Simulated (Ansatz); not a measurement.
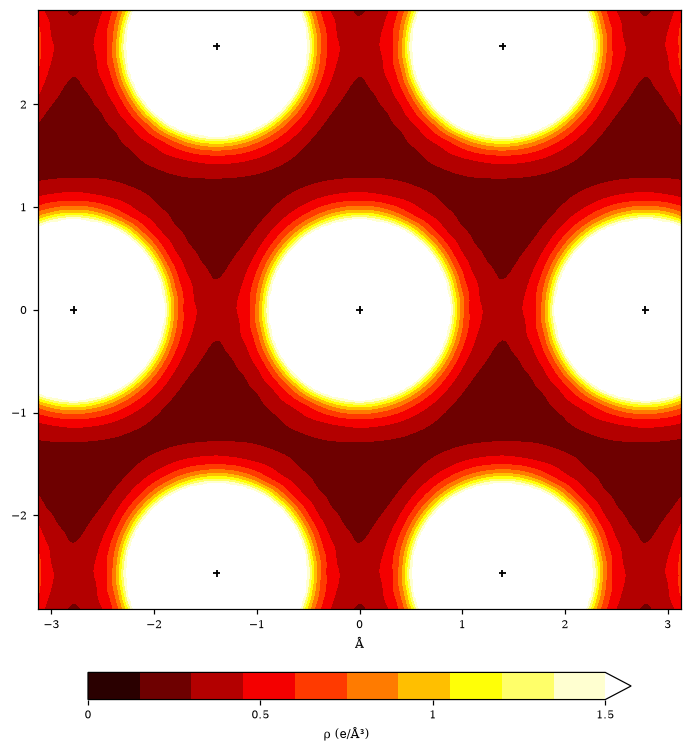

The valence pseudo-density on a plane through atoms (crosses mark nuclei in the plane).

Computed with Ansatz, DFT PBE, scalar-relativistic, plane waves, PAW.

Candidates:
A. Au, a = 3.94 Å, b = 5.57 Å, c = 2.92 Å, α = 61.51°, β = 132.38°, γ = 90.00°. Space group Immm; a structure from a database of computed crystals, not necessarily the ambient phase.
B. TaSi₂ (slab), a = 4.81 Å, b = 6.60 Å, c = 26.82 Å, α = 90.00°, β = 90.00°, γ = 90.00°. Computed without spin polarisation.

### Which candidate gave the map?

Candidate A: Au on the (100) plane of the calculation cell, which holds Au. Au–Au (2.78 Å): the density is about 0.32 e/Å³ at the midpoint. Au–Au (2.92 Å): ρ at the midpoint is about 0.27 e/Å³.
